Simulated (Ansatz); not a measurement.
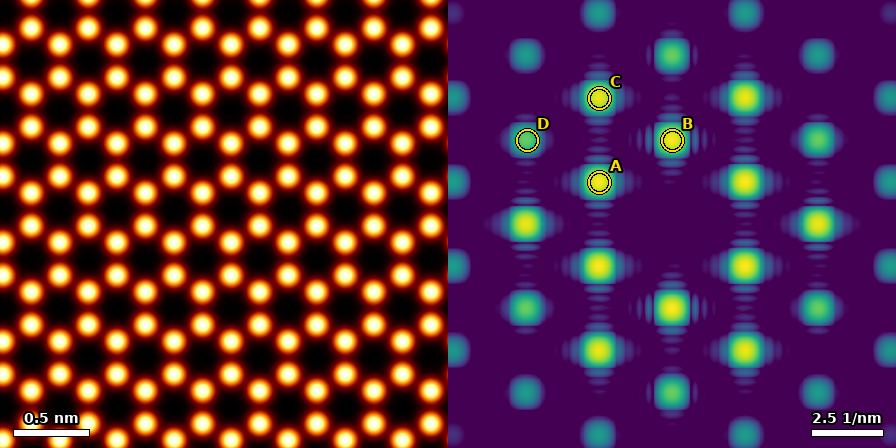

Z-contrast image of Na (P6_3/mmc, No. 194) along [001]. Simulation: incoherent imaging, intensity Z^1.7 per atom, probe width 1.13 Å, thin sample. The display is stretched by a gamma of 0.8; percentages refer to the linear signal. Structure used: the geometry relaxed with DFT, RPBE, plane waves (420 eV) with PAW, scalar-relativistic (Ansatz); the starting structure was generated, so it need not be a known form of this composition.

The right panel is the modulus of the image's Fourier transform on a logarithmic scale.

a = 3.824 Å, b = 3.824 Å, c = 6.245 Å, α = 90.00°, β = 90.00°, γ = 120.00°

**Index the marked spots and give their plane spacings (the zone axis points at the viewer; indices equivalent by symmetry, or all signs reversed, are as good).**

A: (-1 0 0), d = 3.31 Å; B: (-1 1 0), d = 3.31 Å; C: (-2 1 0), d = 1.91 Å; D: (-2 0 0), d = 1.66 Å. A and B enclose 60°, and every spot obeys the zone law hu + kv + lw = 0 for [001].
